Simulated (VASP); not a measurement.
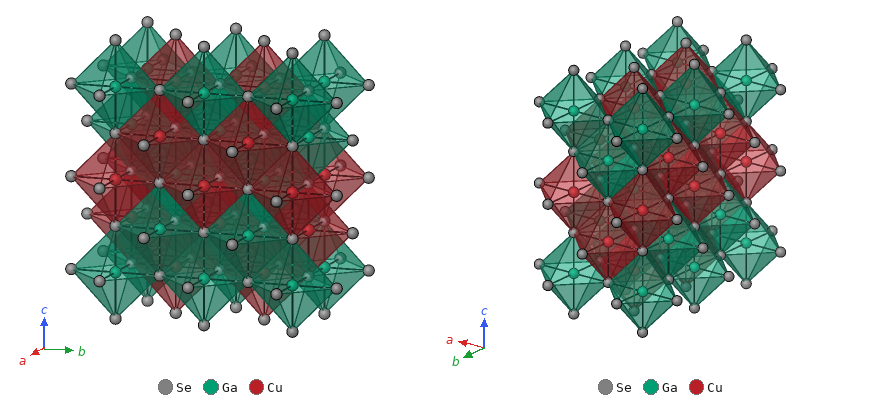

Polyhedra are drawn about Cu and Ga (bonds: Cu–Se below 3 Å and Ga–Se below 3 Å); other atoms are plain spheres. Two views of the same piece.

GaCuSe₂ (space group I4_1/amd, No. 141): a cell listed in the Materials Project, as set up for an electronic-structure calculation.

Sharing among the drawn polyhedra:

| site | polyhedron | corner-sharing neighbours | edge-sharing | face-sharing | bond (Å) |
| --- | --- | --- | --- | --- | --- |
| Cu | CuSe6 octahedron | 6 | 12 | 0 | 2.65–2.67 |
| Ga | GaSe6 octahedron | 6 | 12 | 0 | 2.65–2.67 |

They form a three-dimensional framework of corner- and edge-sharing octahedra.
